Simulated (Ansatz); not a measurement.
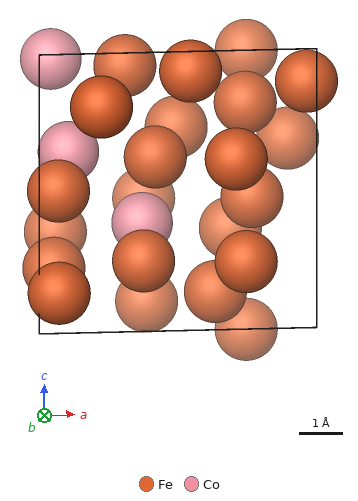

Starting frame of a dynamics run of an amorphous cell of composition Fe7Co (24 atoms in the cell). A spheres-only model of the simulation cell, seen along the b axis.

Level of theory: DFT PBEsol, scalar-relativistic, plane waves, PAW in Ansatz 0.2.0.

Input file:
```yaml
crystal:
  lattice:
    - [6.57111, -0.225053, 0.087582]
    - [-0.225053, 6.296561, -0.202019]
    - [0.087582, -0.202019, 6.599873]
  atoms:
    - { symbol: Fe, position: [0.9632681868, 0.2691466052, 0.883878978] }
    - { symbol: Fe, position: [0.7103694462, 0.1588355622, 0.6106330272] }
    - { symbol: Fe, position: [0.7667475734, 0.5202128674, 0.4746578166] }
    - { symbol: Fe, position: [0.3088116584, 0.4790215662, 0.9546365639] }
    - { symbol: Fe, position: [0.3873106233, 0.8561662632, 0.108386297] }
    - { symbol: Fe, position: [0.4184856508, 0.3629987311, 0.6246931694] }
    - { symbol: Fe, position: [0.0722700019, 0.0602169957, 0.1441825773] }
    - { symbol: Fe, position: [0.3766759002, 0.9898629616, 0.4779207914] }
    - { symbol: Fe, position: [0.8952763608, 0.8620738343, 0.6813451252] }
    - { symbol: Fe, position: [0.2245795577, 0.0127562664, 0.8082022407] }
    - { symbol: Fe, position: [0.0584776386, 0.79325222, 0.3644911658] }
    - { symbol: Fe, position: [0.7426184639, 0.5214013311, 0.8132855365] }
    - { symbol: Fe, position: [0.5459706527, 0.1872150598, 0.9295487491] }
    - { symbol: Fe, position: [0.0531820393, 0.4423266591, 0.2341447147] }
    - { symbol: Fe, position: [0.6890081237, 0.8552046572, 0.3640284011] }
    - { symbol: Fe, position: [0.0695450243, 0.1885255836, 0.5107171224] }
    - { symbol: Fe, position: [0.376370689, 0.2599402973, 0.2529894996] }
    - { symbol: Fe, position: [0.4937451324, 0.7614757471, 0.7308504701] }
    - { symbol: Fe, position: [0.6350791244, 0.5442912573, 0.1371260972] }
    - { symbol: Fe, position: [0.7461544314, 0.8959120428, 0.9992356555] }
    - { symbol: Fe, position: [0.7460853577, 0.2047931127, 0.241822121] }
    - { symbol: Co, position: [0.0418501215, 0.7061023618, 0.9848877068] }
    - { symbol: Co, position: [0.1054288454, 0.5569472114, 0.6504756425] }
    - { symbol: Co, position: [0.370917993, 0.6177108887, 0.3897972645] }
  symmetry: { detect: false }
basis:
  ecutwfc: 320
  xc_grid: 1
kpoints:
  mp_grid: { grid: [1, 1, 1], shift: [0.25, 0.25, 0.25] }
hamiltonian:
  xc: pbesol
scf:
  occupations: { method: fermi_dirac, width: 0.2309 }
  lower_state_search: "off"
  convergence: { dr2_threshold: 1.0e-05 }
output:
  forces: true
  stress: true
md:
  timestep: 3.0
  n_steps: 24
  ensemble: nvt_langevin
  friction: 0.03
  temperature: 2680.0
  initial_velocities: maxwell_boltzmann
  seed: 40568
```

Launched with:
```bash
ansatz run input.yaml --threads 2 --pin off --max-ram 5120MiB --backend cpu --events-out ev --progress --plain --runs-dir out
```

Predict how the run goes.

Answer. Over the second half the temperature averages 2271 K (spread ±190 K). The potential energy in the second half lies on average 295 meV per atom above the first frame. The mean pressure there is −1.5 GPa. In the second half of the run the atoms are, in the root-mean-square, this far from where they began (common drift taken out): Co 0.36 Å, Fe 0.35 Å. The run lasts only 72 fs, too short to tell vibration from diffusion.

Along the run (each row but the first and the last is the mean over the interval that it begins):

```tsv
time (fs)	potential energy (meV/atom)	T (K)	p (GPa)
0.0	0.0	2568	-17.1
12.0	88.3	2633	-12.2
24.0	199.9	2356	-6.7
36.0	274.3	2357	-2.7
48.0	297.1	2347	-1.5
60.0	307.3	2194	-0.7
72.0	314.0	1923	-0.6
```

The paths of the atoms:

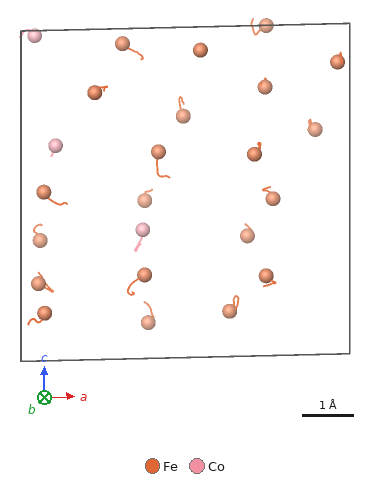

Limits of the set-up: the k-point mesh is coarse for a cell with partly filled bands; the cutoff lies below the recommended one; the periodic images lie only 6.3 Å apart, so the values are limited by the cell's size; an element that often carries a moment was run without spin polarisation.
